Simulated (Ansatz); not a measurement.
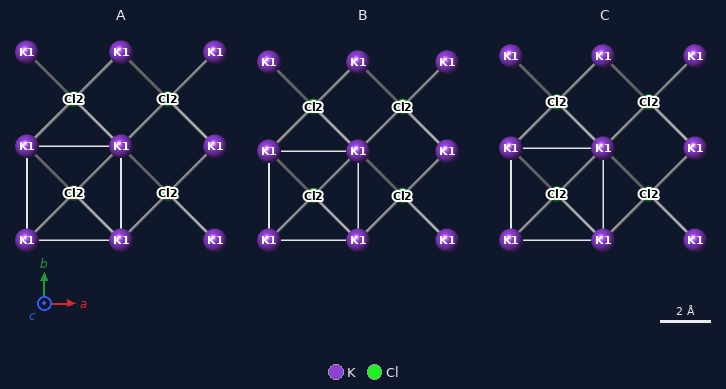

3 geometries from one relaxation of a crystal of KCl (built on the measured structure type), in shuffled order. The picture is a ball-and-stick view of the cell of the calculation, repeated 2 × 2 × 1 with one cell outlined, seen along the c axis.

All numbers below come from Ansatz, DFT, PBE, plane waves, PAW. Settings: plane-wave cutoff 420 eV; k-point mesh 6 × 6 × 6; occupations fermi dirac; smearing width 0.02 eV; no spin polarisation; cell and atoms relaxed; force threshold 0.005 eV/Å.

### Order the frames from highest to lowest energy.

B, C, A. They are steps 0, 1, 4, at +0.100 eV per cell of the calculation, +13.7 meV per cell of the calculation relative to the last. No atom moves by more than 0.005 Å relative to the cell. The drawn cell changes as follows: a = b = c 3.634 → 3.835 Å (+5.5 %); the volume changes by +17.5 %. Near-neighbour distances that change, for instance: K1–Cl2 3.147 → 3.321 Å. The space group stays Pm-3m (No. 221). The energy falls by 0.100 eV per cell of the calculation in 3 accepted moves (4 points after the start). All forces vanish by symmetry, so only the cell relaxes. The pressure goes from 4.46 to 0.01 GPa. The SCF was repeated once at an unchanged geometry on a basis and grid sized afresh for the cell, which shifted the energy by 0.3 meV per cell of the calculation at most. The run took about 4 core-seconds on a shared host.
